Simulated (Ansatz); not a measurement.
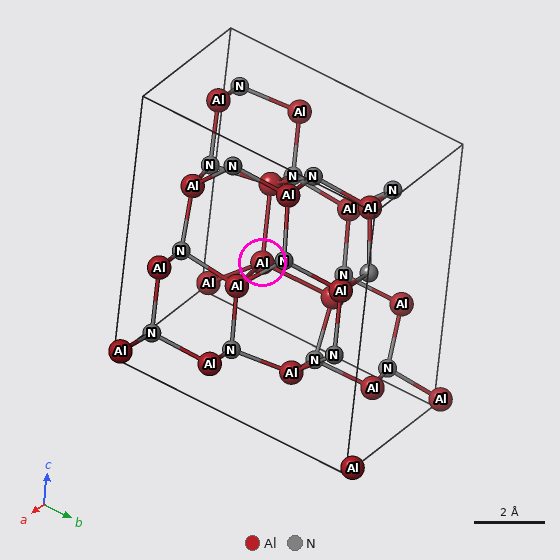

We look at a ball-and-stick model of the crystal slightly off an axis. The parallelepiped is the supercell. The host is AlN, in a cell of 32 sites, and the cell is neutral. A ring marks the defect's site.

> Spot the defect.

Aluminium on a nitrogen site (an antisite). It is bonded to four Al in a tetrahedral arrangement at about 2.3 Å.

The atoms were relaxed in the host's cell with DFT PBE, scalar-relativistic, plane waves, PAW (Ansatz).
